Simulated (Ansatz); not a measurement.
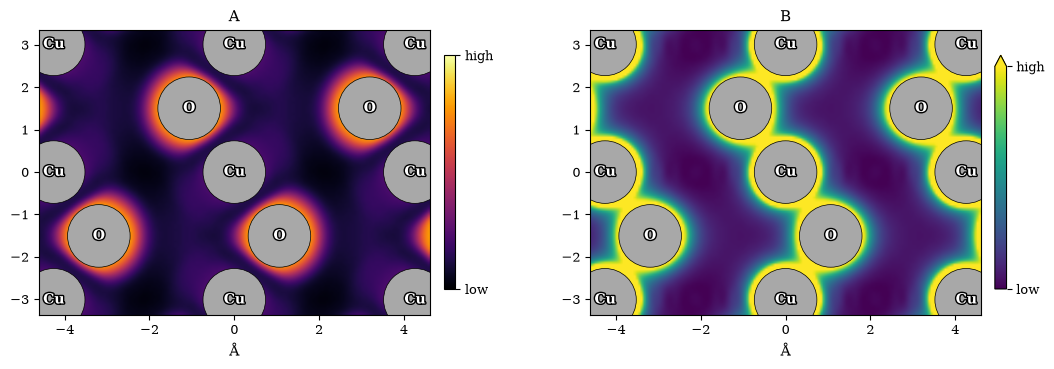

Cu₂O: 2 fields on the (11̄0) plane of the conventional cell, with unlabelled colour scales. Grey discs cover the atomic cores.

Space group Pn-3m; computed pressure about 3 GPa in this cell.

Level of theory: Kohn-Sham DFT of a periodic cell, PBE, Ansatz PAW (Ansatz).

**The panels show electron localisation function and valence pseudo-density in some order. Assign them.**

Panel A: electron localisation function. Panel B: valence pseudo-density. From the grid: Cu–O (1.84 Å): the density is about 0.82 e/Å³ at the midpoint; the ELF peaks at about 0.85 in the valence shell of O, 0.6 Å from its nucleus, and is about 0.25 at the midpoint (no shared electron pair shows on this line).
